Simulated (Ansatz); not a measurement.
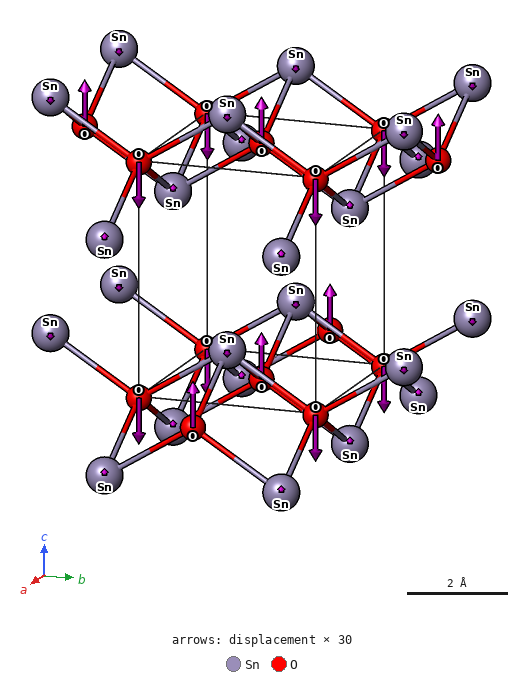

This is a relaxation of solid SnO (set up in Pmmn). The starting structure is drawn; purple arrows show the displacements (the part carried along by the change of the cell is left out), 30 times their true length.

A ball-and-stick model of the cell of the calculation, seen slightly off an axis.

Case: uniaxial strain along a of +4.0 %; b, c and atoms relaxed.

Computed with DFT r2SCAN, scalar-relativistic, plane waves, PAW in Ansatz 0.2.0. Set-up: plane-wave cutoff 500 eV; k-point mesh 10 × 10 × 8; occupations gaussian; smearing width 0.01 eV; no spin polarisation; cell relaxed at fixed a, angles; force threshold 0.008 eV/Å; at most 40 steps.

> Which element moves most?

Oxygen: up to 0.033 Å, against 0.005 Å for tin.

> What did the optimiser do to the structure, and how much energy did it gain?

Over 5 accepted moves (6 points after the start) the energy falls by 14.3 meV per cell of the calculation. The largest force component goes from 0.11 to 0.00015 eV/Å. Pressure: −2.07 GPa at the start and −0.31 GPa at the end. The SCF was repeated once at an unchanged geometry on a basis and grid sized afresh for the cell, which shifted the energy by 0.3 meV per cell of the calculation at most. The largest moves relative to the cell, 0.033 Å, are those of O atoms. Largest moves by element: O 0.033 Å, Sn 0.005 Å. The drawn cell changes as follows: a unchanged at 3.960 Å, b 3.770 → 3.674 Å (−2.5 %), c 4.887 → 4.952 Å (+1.3 %); the volume changes by −1.2 %. Among the contacts that change: O–Sn 2.217 → 2.200 Å, O–Sn 2.265 → 2.254 Å. Bond angles that change, for instance: Sn–O–Sn 116.5° → 113.3°, O–Sn–O 116.5° → 113.3°. The space group stays Pmmn (No. 59).

Limits of the set-up: layers or molecules are held without a dispersion correction, so their spacing is unreliable.
